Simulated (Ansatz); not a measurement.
**Eu: density, localisation and related maps**

The calculation's input:

```
crystal:
  lattice:
    - [-2.21088, 2.21088, 2.303]
    - [2.21088, -2.21088, 2.303]
    - [2.21088, 2.21088, -2.303]
  atoms:
    - { symbol: Eu, position: [0.0, 0.0, 0.0], spin: 7.0 }
hamiltonian:
  xc: pbe
  pseudopotentials: { kind: paw }
magnetization:
  spin_polarized: true
kpoints:
  mp_grid: { grid: [7, 7, 7] }
  band_path:
    path:
      - [[0.0, 0.0, 0.0], [0.0, 0.0, 0.5], [-0.4608, 0.4608, 0.5], [-0.4804, 0.4804, 0.4804], [0.0, 0.0, 0.0], [0.5, 0.5, -0.5], [0.4804, 0.5196, -0.4804], [0.0, 0.5, 0.0], [0.25, 0.25, 0.25], [0.5, 0.5, -0.4608], [0.5, 0.5, -0.5]]
      - [[0.0, 0.0, 0.5], [0.25, 0.25, 0.25]]
    npoints: 14
scf:
  occupations: { method: fermi_dirac, width: 0.05 }
  n_extra_bands: 6
output:
  forces: true
  stress: true
  eigenvalues: true
  fatbands: true
  write_density: true
  write_potential: true
  elf: true
  volumetric_format: npy
```

Run with:

```sh
ansatz run input.yaml --threads 2 --pin off --max-ram 5632MiB --backend cpu --events-out ev --progress --plain --runs-dir out
```

Below, planes, directions and counts refer to the conventional cell (a = 4.42 Å, b = 4.42 Å, c = 4.61 Å, α = 90.00°, β = 90.00°, γ = 90.00°).

Space group I4/mmm; no Hubbard U on the f states and no spin–orbit coupling; spin-polarised.

Level of theory: Ansatz, Kohn-Sham DFT of a periodic cell, PBE, Ansatz PAW.

The density is the valence pseudo-density of a PAW calculation; it isn't the true density close to the nuclei.

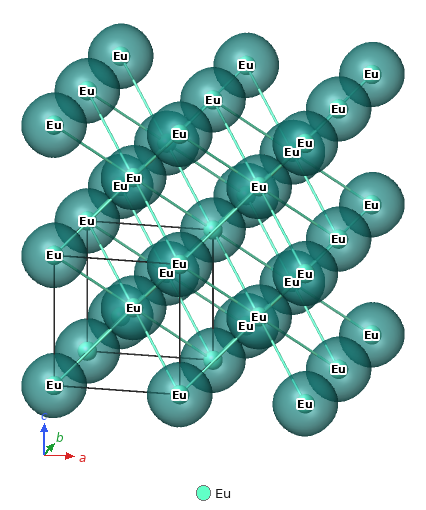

Figure 1. Isosurface of the spin density (up minus down) at +0.08 e/Å³ (teal), seen slightly off an axis. Sticks mark near contacts.

**Which atoms carry the moments, and with what signs?**

The spin density sits on Eu: +7.1 μB (×2) in one cell of 2 atoms: parallel main moments, as they must be, since the calculation's own cell holds one magnetic site. The cell of the calculation (1 atoms) carries 7.4 μB of net spin moment.

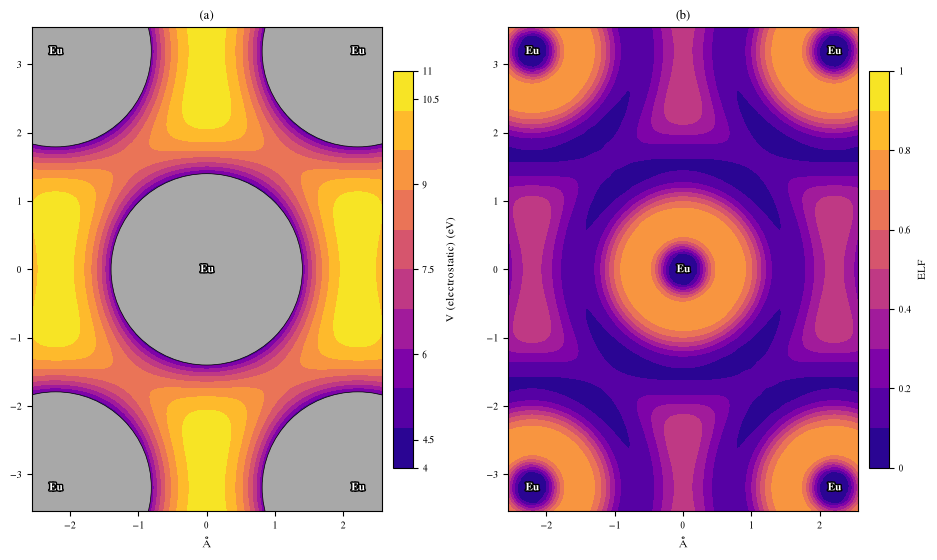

Figure 2. (a) electrostatic potential energy of an electron; (b) ELF on the (011̄) plane of the conventional cell. Grey discs cover the atomic cores in the potential map.

**Describe what can be read from this map.**

Atoms in the plane: Eu. Eu–Eu (3.88 Å): the ELF is about 0.10 at the midpoint (no shared electron pair shows on this line). The features right at Eu lie inside the PAW spheres, where the map follows smoothed inner orbitals and isn't to be read closely. Outside the cores the potential energy rises away from the atoms and is highest about 2.3 Å from the nearest atoms; its zero is arbitrary.

**Does the calculation give a band gap?**

It is gapless in this calculation (a metal or semimetal).
